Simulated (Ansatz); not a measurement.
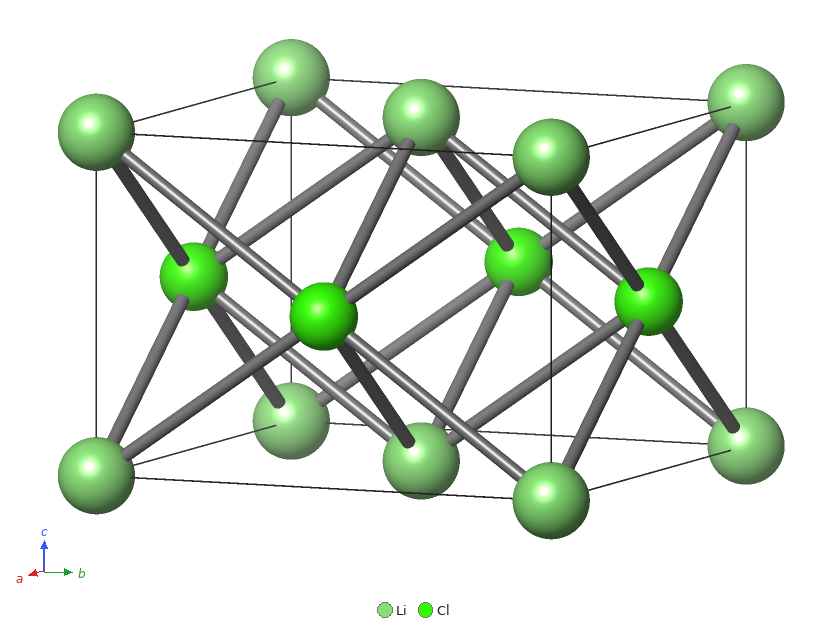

A ball-and-stick rendering, viewed slightly off an axis. One conventional unit cell is framed, with atoms on its boundary repeated.

LiCl, space group Cmmm (No. 65), a = 4.552 Å, b = 4.700 Å, c = 3.271 Å, α = 90.00°, β = 90.00°, γ = 90.00°. The model was built from a structure type filled with these elements by a generator (whether the compound takes this form wasn't checked). The cell was then strained or its atoms displaced on purpose. It was the input of a calculation with Ansatz.

This one geometry was computed with Ansatz (DFT, plane waves, PAW) at three levels of theory: r2SCAN, HSE06 and PBE. It was relaxed with r2SCAN and then strained.

How does the band gap change with the level of theory?

Answer. PBE: a gap of 4.43 eV, indirect; r2SCAN: a gap of 5.26 eV, indirect; HSE06: a gap of 5.69 eV, indirect.

Collect the results in a table.

Answer.
| level | cutoff (eV) | k-mesh of the run's cell | gap (eV) | pressure (GPa) |
| --- | --- | --- | --- | --- |
| r2SCAN | 500 | 8×8×8 | 5.26 | 0.0 |
| HSE06 | 420 | 6×6×6 | 5.69 | -0.2 |
| PBE | 420 | 8×8×8 | 4.43 | 0.3 |

Gaps are taken on the k-mesh or band path of each run.
